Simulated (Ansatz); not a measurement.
# Residual resistivity of an alloy: Ag(111) with 4 layers of random Ag-Ir, 2x2, part 2 of 2

Wanted: resistance against the alloy's length, first Ag(111) with 4 layers of random Ag-Ir, 2x2.

Ansatz 0.2.0; Ansatz plane-wave DFT, PBE, PAW files; ballistic transport by layer matching (Landauer), zero bias; PAW set soft_1.

So far. Step 3 (With 8 alloy layers): Over the solved energies the transmission per spin lies between 0.710 and 0.764, out of 3.27 channels of the lead on average (up to 3.33). The log calls the step of a lead's potential too much.

## (4) With 12 alloy layers

System of this step: Ag(111) with 12 layers of random Ag-Ir, 2x2. The cell holds 72 atoms: 48 Ag and 24 Ir. Its edges and angles: a = 5.779 Å, b = 5.779 Å, c = 42.465 Å, α = 90.0°, β = 90.0°, γ = 120.0°. It derives from Ag. Regions: lead, 24 atoms (24 Ag); scattering region, 48 atoms (24 Ir and 24 Ag). The structure is stacked along c, and the current runs across the ab planes.

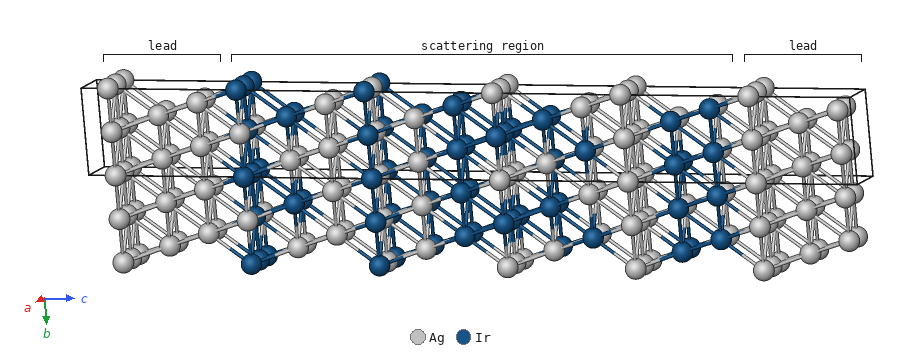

The cell of this step (silver light grey, iridium blue). 1×2×1 cells are drawn. Some periodic images of atoms are drawn too.

input.yaml reads:

```yaml
crystal:
  lattice:
    - [5.7787594586, 0.0, 0.0]
    - [-2.8893797293, 5.0045524935, 0.0]
    - [0.0, 0.0, 42.4650360593]
  atoms:
    - { symbol: Ag, position: [0.0, 0.0, 0.0277777778] }
    - { symbol: Ag, position: [0.0, 0.5, 0.0277777778] }
    - { symbol: Ag, position: [0.5, 0.0, 0.0277777778] }
    - { symbol: Ag, position: [0.5, 0.5, 0.0277777778] }
    - { symbol: Ag, position: [0.1666666667, 0.3333333333, 0.0833333333] }
    - { symbol: Ag, position: [0.1666666667, 0.8333333333, 0.0833333333] }
    - { symbol: Ag, position: [0.6666666667, 0.3333333333, 0.0833333333] }
    - { symbol: Ag, position: [0.6666666667, 0.8333333333, 0.0833333333] }
    - { symbol: Ag, position: [0.3333333333, 0.1666666667, 0.1388888889] }
    - { symbol: Ag, position: [0.3333333333, 0.6666666667, 0.1388888889] }
    - { symbol: Ag, position: [0.8333333333, 0.1666666667, 0.1388888889] }
    - { symbol: Ag, position: [0.8333333333, 0.6666666667, 0.1388888889] }
    - { symbol: Ir, position: [0.0, 0.0, 0.1944444444] }
    - { symbol: Ag, position: [0.0, 0.5, 0.1944444444] }
    - { symbol: Ir, position: [0.5, 0.0, 0.1944444444] }
    - { symbol: Ir, position: [0.5, 0.5, 0.1944444444] }
    - { symbol: Ir, position: [0.1666666667, 0.3333333333, 0.25] }
    - { symbol: Ag, position: [0.1666666667, 0.8333333333, 0.25] }
    - { symbol: Ir, position: [0.6666666667, 0.3333333333, 0.25] }
    - { symbol: Ag, position: [0.6666666667, 0.8333333333, 0.25] }
    - { symbol: Ag, position: [0.3333333333, 0.1666666667, 0.3055555556] }
    - { symbol: Ag, position: [0.3333333333, 0.6666666667, 0.3055555556] }
    - { symbol: Ag, position: [0.8333333333, 0.1666666667, 0.3055555556] }
    - { symbol: Ag, position: [0.8333333333, 0.6666666667, 0.3055555556] }
    - { symbol: Ir, position: [0.0, 0.0, 0.3611111111] }
    - { symbol: Ir, position: [0.0, 0.5, 0.3611111111] }
    - { symbol: Ag, position: [0.5, 0.0, 0.3611111111] }
    - { symbol: Ag, position: [0.5, 0.5, 0.3611111111] }
    - { symbol: Ir, position: [0.1666666667, 0.3333333333, 0.4166666667] }
    - { symbol: Ir, position: [0.1666666667, 0.8333333333, 0.4166666667] }
    - { symbol: Ag, position: [0.6666666667, 0.3333333333, 0.4166666667] }
    - { symbol: Ag, position: [0.6666666667, 0.8333333333, 0.4166666667] }
    - { symbol: Ir, position: [0.3333333333, 0.1666666667, 0.4722222222] }
    - { symbol: Ir, position: [0.3333333333, 0.6666666667, 0.4722222222] }
    - { symbol: Ir, position: [0.8333333333, 0.1666666667, 0.4722222222] }
    - { symbol: Ir, position: [0.8333333333, 0.6666666667, 0.4722222222] }
    - { symbol: Ag, position: [0.0, 0.0, 0.5277777778] }
    - { symbol: Ir, position: [0.0, 0.5, 0.5277777778] }
    - { symbol: Ag, position: [0.5, 0.0, 0.5277777778] }
    - { symbol: Ir, position: [0.5, 0.5, 0.5277777778] }
    - { symbol: Ir, position: [0.1666666667, 0.3333333333, 0.5833333333] }
    - { symbol: Ir, position: [0.1666666667, 0.8333333333, 0.5833333333] }
    - { symbol: Ir, position: [0.6666666667, 0.3333333333, 0.5833333333] }
    - { symbol: Ag, position: [0.6666666667, 0.8333333333, 0.5833333333] }
    - { symbol: Ag, position: [0.3333333333, 0.1666666667, 0.6388888889] }
    - { symbol: Ag, position: [0.3333333333, 0.6666666667, 0.6388888889] }
    - { symbol: Ag, position: [0.8333333333, 0.1666666667, 0.6388888889] }
    - { symbol: Ir, position: [0.8333333333, 0.6666666667, 0.6388888889] }
    - { symbol: Ag, position: [0.0, 0.0, 0.6944444444] }
    - { symbol: Ag, position: [0.0, 0.5, 0.6944444444] }
    - { symbol: Ag, position: [0.5, 0.0, 0.6944444444] }
    - { symbol: Ag, position: [0.5, 0.5, 0.6944444444] }
    - { symbol: Ag, position: [0.1666666667, 0.3333333333, 0.75] }
    - { symbol: Ir, position: [0.1666666667, 0.8333333333, 0.75] }
    - { symbol: Ir, position: [0.6666666667, 0.3333333333, 0.75] }
    - { symbol: Ir, position: [0.6666666667, 0.8333333333, 0.75] }
    - { symbol: Ag, position: [0.3333333333, 0.1666666667, 0.8055555556] }
    - { symbol: Ag, position: [0.3333333333, 0.6666666667, 0.8055555556] }
    - { symbol: Ir, position: [0.8333333333, 0.1666666667, 0.8055555556] }
    - { symbol: Ir, position: [0.8333333333, 0.6666666667, 0.8055555556] }
    - { symbol: Ag, position: [0.0, 0.0, 0.8611111111] }
    - { symbol: Ag, position: [0.0, 0.5, 0.8611111111] }
    - { symbol: Ag, position: [0.5, 0.0, 0.8611111111] }
    - { symbol: Ag, position: [0.5, 0.5, 0.8611111111] }
    - { symbol: Ag, position: [0.1666666667, 0.3333333333, 0.9166666667] }
    - { symbol: Ag, position: [0.1666666667, 0.8333333333, 0.9166666667] }
    - { symbol: Ag, position: [0.6666666667, 0.3333333333, 0.9166666667] }
    - { symbol: Ag, position: [0.6666666667, 0.8333333333, 0.9166666667] }
    - { symbol: Ag, position: [0.3333333333, 0.1666666667, 0.9722222222] }
    - { symbol: Ag, position: [0.3333333333, 0.6666666667, 0.9722222222] }
    - { symbol: Ag, position: [0.8333333333, 0.1666666667, 0.9722222222] }
    - { symbol: Ag, position: [0.8333333333, 0.6666666667, 0.9722222222] }
kpoints:
  mp_grid: { grid: [4, 4, 1] }
hamiltonian:
  xc: pbe
  pseudopotentials: { kind: paw, azcp: { folder: soft_1 } }
scf:
  occupations: { method: fermi_dirac, width: 0.1 }
output:
  transmission: { leads: [[0, 4]], kmesh: [8, 8], e_range: [-0.05, 0.05], de: 0.05 }
  write_potential: true
  write_density: true
  volumetric_format: npy
```

Run with:

```
$ ansatz run input.yaml --threads 4 --pin off --max-ram 15360MiB --backend cpu --events-out ev --progress --plain --runs-dir out
```

Numbers of over 12 decimals in the logs are rounded to 6 here.

The log of the run:

```text
[...]
Crystal: 72 atoms, lattice volume = 1228.093 Å³
Basis set: ecut = 420 eV, 24081 PW (Γ)
Bands: 792, of which v1, the nominal top of the filled ones, is band 660 counted from 1 (659 counted from 0)
Symmetry: 1 space group operations
[...]
k-points: 10 of 16 (time reversal used)
[...]
SCF iter   1: F=—  HF=-650825.972644 eV  |F-HF|=—  |Δ(HF+E_count)|=         —  Δρ=6.31e-2  dr2=8.46e2  ethr=3.10e-3  ⟨swp⟩=4.0  Hψ=23277  notcnv=0  defer=205
[...]
SCF iter  13: F=-650811.241705 eV  HF=-650811.241705 eV  |F-HF|=2.25e-8  |Δ(HF+E_count)|=   4.66e-9  Δρ=5.85e-7  dr2=2.47e-8  ethr=7.58e-12  ⟨swp⟩=8.1  Hψ=27924  notcnv=0
SCF 1 converged in 13 iterations: F = -650811.241705 eV  dr2 = 2.47e-8
[...]
transmission: 225 of 2244 steps passed
transmission: 450 of 2244 steps passed
[...]
transmission: 2244 of 2244 steps passed
SCF converged after 13 iterations
Free energy (F): -650811.241705 eV
[...]
Internal energy: -650809.049608 eV  (E = F + TS)
E sigma→0 (E₀):  -650810.145657 eV
Entropy (-TS):   -2.192096 eV (-30.446 meV/atom)
Fermi energy:    17.975311 eV
[...]
--- Band table (eV; the first three rows and the last of 10) ---
  k-point 0: bands = [... 656 lower, 18.2282, 18.2331, 18.2394, 18.2654, 18.2679, 18.2889, 18.3311, 18.3520, ... 128 higher]
  k-point 1: bands = [... 656 lower, 17.9314, 17.9704, 18.0104, 18.0243, 18.0589, 18.0810, 18.0966, 18.1156, ... 128 higher]
  k-point 2: bands = [... 656 lower, 17.6952, 17.7480, 17.7883, 17.8291, 17.8376, 17.8561, 17.9220, 18.0045, ... 128 higher]
  k-point 9: bands = [... 656 lower, 17.7108, 17.7214, 17.7579, 17.7780, 17.7881, 17.8587, 17.8996, 17.9352, ... 128 higher]
--- Transmission ---
  basis      : 253 plane waves across, 66 finite elements along
  points     : 34, standing for a mesh of 8 x 8
[...]
channels       : 3.234375e0 a spin
[...]
junction   : crystal 0 to crystal 0, 0.70 to 40.80 Å
    transmission   : 6.090468e-1 a spin
[...]
```

Elapsed: 18 min, on 4 threads of Arm Neoverse V2, shared host; peak memory 7.9 GiB; 66 min of CPU time.

This step gave:

```yaml
free_energy: -650811.2417 eV
energy_at_zero_smearing: -650810.1457 eV
fermi_energy: 17.98 eV
transmission_per_spin_nearest_the_fermi_level: 0.6090
step_of_the_lead_s_potential: 47.3 meV
```

Per spin. Transmission, zone mean against energy, zero at the Fermi level:

```csv
energy (eV),"transmission, zone mean"
-0.0500,0.633
0.0000,0.609
0.0500,0.636
```

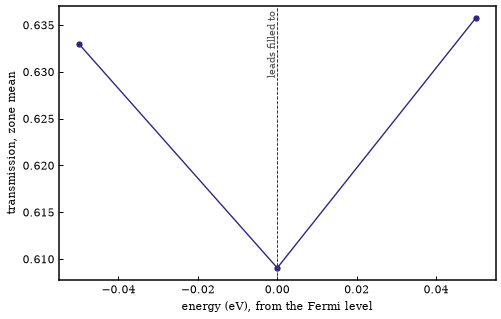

Transmission, zone mean, plotted against energy.

Over the solved energies the transmission per spin lies between 0.609 and 0.636, out of 3.27 channels of the lead on average (up to 3.33). The log calls the step of a lead's potential too much.

## (5) Resistance against length

This step: Ansatz plane-wave DFT, PBE, PAW files; ballistic transport by layer matching (Landauer), zero bias; residual resistivity from the slope of the area resistance, atoms on the host's lattice; PAW set soft_1 (Ansatz 0.2.0).

Numbers from this step:

- resistivity: 151.1 µΩ cm
- intercept: 0.7288 fΩ m²
- scatter about the fit: 0.2626 fΩ m²

Resistance, by row:

```csv
run,length (Å),T,channels N,RA (fΩ m²)
n4,9.437,1.197,3.245,1.969
n8,18.87,0.7327,3.266,3.952
n12,28.31,0.6259,3.266,4.82
```

Area resistance against length of the alloy:

```csv
length of the alloy (Å),area resistance (fΩ m²)
9.44,1.97
18.87,3.95
28.31,4.82
```

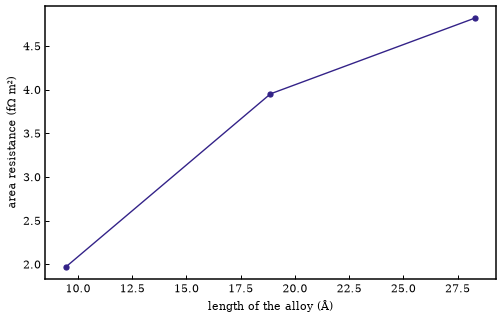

Area resistance, plotted against length of the alloy.

The area resistance goes from 2.0 to 4.8 fΩ m² between 9.4 and 28.3 Å, a slope of 151 µΩ cm.

By hand from the end points: (4.820 − 1.969) fΩ m² / (28.31 − 9.44) Å = 151 µΩ cm, since 1 fΩ m² per Å is 1000 µΩ cm.

## (6) Outcome

- resistivity from the slope: 151 µΩ cm
- area resistance over 9.44 Å: 1.97 fΩ m²
- area resistance over 18.9 Å: 3.95 fΩ m²
- area resistance over 28.3 Å: 4.82 fΩ m²

The slope gives 151 µΩ cm. The points scatter by 0.26 fΩ m² about the line, with one random draw a length in a 2x2 cell, so the slope is a rough value. Read with a model of isotropic scattering on a spherical Fermi surface and the lead's 0.87×10¹⁵ S/m², this slope means a mean free path near 5.7 Å (a rough figure, since the alloy's own channel count differs); over these lengths the model's slope is within 3 % of its bulk resistivity, though a free path of a few ångströms strains the picture. The atoms sit on the host's lattice, so scattering by size misfit is left out. Spin-orbit coupling is left out, which matters for Ir. A lead's potential steps by up to 47 meV from period to period, which the log calls too much, so longer leads could move the result.

[Logs are printed without paths, hosts, clocks, repeated set-up lines and the standing remarks that a program may print on its own settings, such as how far it seeks lower states.]

[Hosts, paths, dates, database ids (printed as entryN), source tags and the programs' standing remarks are cut or masked in the printed files.]
